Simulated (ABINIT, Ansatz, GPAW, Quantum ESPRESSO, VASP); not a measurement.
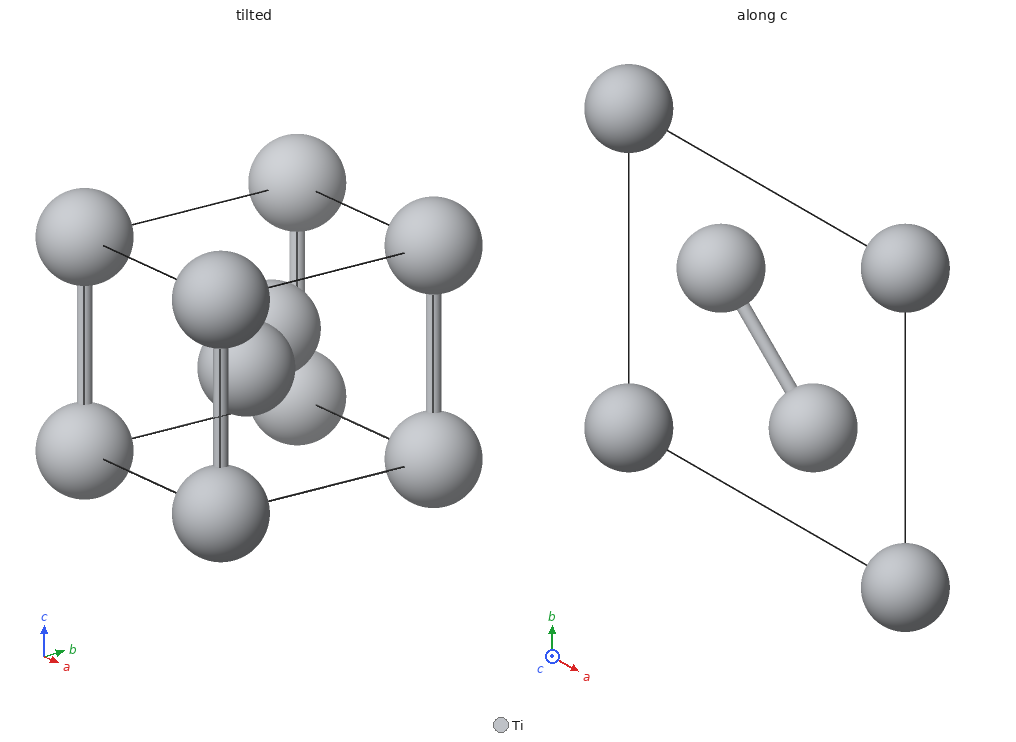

Ti, ω phase (AlB₂-like), space group P6/mmm (No. 191), a = 4.567 Å, b = 4.567 Å, c = 2.826 Å, α = 90.00°, β = 90.00°, γ = 120.00° (17.02 Å³/atom). A ball-and-stick rendering, viewed slightly off an axis and along the c axis. The conventional unit cell is drawn as a box. The cell is a structure listed in the Materials Project. This isn't the form of Ti at room conditions, which is hcp.

The cell was scaled uniformly, at fixed shape and fractional positions, in six programs or potential sets. Alike in all runs: functional PBE; k mesh 7 × 7 × 9 on the run's cell of 3 atoms; occupations fermi-dirac, width 0.05 eV; no spin polarisation; no spin-orbit coupling.

Energies from GPAW (PAW data 1.2.1):

| volume (Å³/atom) | E − E(lowest point) (meV/atom) |
| --- | --- |
| 15.999 | 32.74 |
| 16.339 | 16.14 |
| 16.679 | 5.51 |
| 17.020 | 0.28 |
| 17.360 | 0.00 |
| 17.701 | 4.29 |
| 18.041 | 12.75 |

Question: What equilibrium volume and bulk modulus do these points give?

Answer: V0 = 17.21 Å³/atom, B0 = 113 GPa and B0′ = 3.4. V0 lies 1.1 % above the volume of the cell as given.

The same fit in all programs:

```tsv
program	V0 (Å³/atom)	B0 (GPa)	B0′
GPAW (PAW data 1.2.1)	17.21	113	3.4
VASP (PBE potentials, release 64 Ti_sv)	?	?	?
ABINIT (JTH PAW PBE v2.0)	17.17	112	3.7
Ansatz LAPW (all-electron)	17.14	112	3.6
Ansatz (Ansatz PAW soft_1)	17.14	112	3.6
Quantum ESPRESSO (SSSP 1.3 efficiency)	17.14	112	3.6
```

Question: Estimate the row of VASP (PBE potentials, release 64 Ti_sv).

Answer: V0 = 17.11 Å³/atom, B0 = 112 GPa and B0′ = 3.6. The other rows span 17.14 to 17.21 Å³/atom and 112 to 113 GPa.

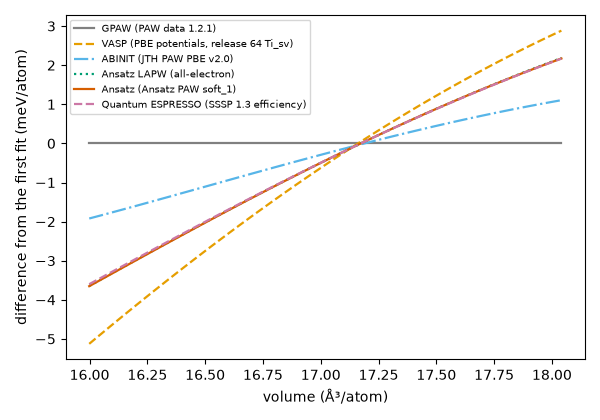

Each fitted curve, counted from its own minimum, less that of GPAW (PAW data 1.2.1). With one functional throughout, the spread comes from potentials, basis sets and numerical settings; B0′ is uncertain by a few tenths over so narrow a range.

Caveat: the cell was scaled at fixed shape and fractional positions, which overstates the stiffness of a crystal with free parameters, most of all of layers and chains.
